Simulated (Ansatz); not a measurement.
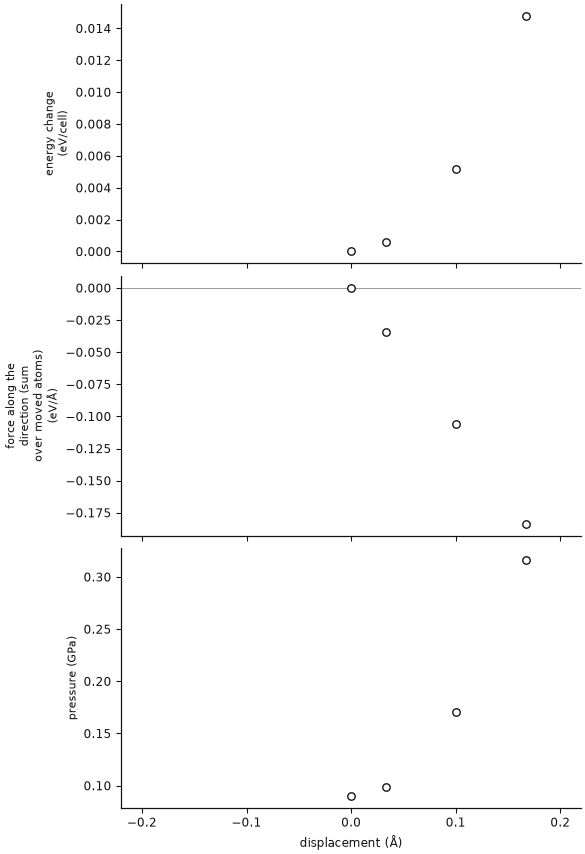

Plotted: energy change, force along the direction (sum over moved atoms) and pressure against displacement for Ga₃Se, space group Pm-3m (No. 221).

The given structure:
```
CELL_PARAMETERS angstrom
4.22492 0.00000 0.00000
0.00000 4.22492 0.00000
0.00000 0.00000 4.22492
ATOMIC_POSITIONS crystal
Ga 0.00000 0.50000 0.50000
Ga 0.50000 0.00000 0.50000
Ga 0.50000 0.50000 0.00000
Se 0.00000 0.00000 0.00000
```

How it was computed, with Ansatz 0.2.0: one atom of a crystal moved along a line, all else fixed, by plane-wave density functional theory with PAW datasets, free energies less that of the undisturbed cell, pressure positive in compression; scalar-relativistic. Level: PBEsol with D3(BJ), no spin polarisation.

wave cutoff 420 eV; k mesh 12×12×12; occupations Gaussian; smearing width 0.15 eV; k shift (0, 0, 0) (mesh steps); start relaxed; moved atom 4; direction (0, 1, 0) (Cartesian unit vector).

The points at displacement −0.1333, 0.0667 and 0.2 follow from computed ones by symmetry.

The points at displacement −0.2000 Å, −0.1333 Å, −0.0667 Å, 0.0667 Å, 0.1333 Å and 0.2000 Å are left out of the plot. What values does the calculation give there?

```tsv
displacement (Å)	energy change (eV/cell)	force along the direction (sum over moved atoms) (eV/Å)	pressure (GPa)
-0.2000	0.0216	0.2255	0.416
-0.1333	0.0094	0.1437	0.234
-0.0667	0.0023	0.0697	0.126
0.0667	0.0023	-0.0697	0.126
0.1333	0.0094	-0.1437	0.234
0.2000	0.0216	-0.2255	0.416
```

Note: no spin polarisation, a magnetic state may lie lower.
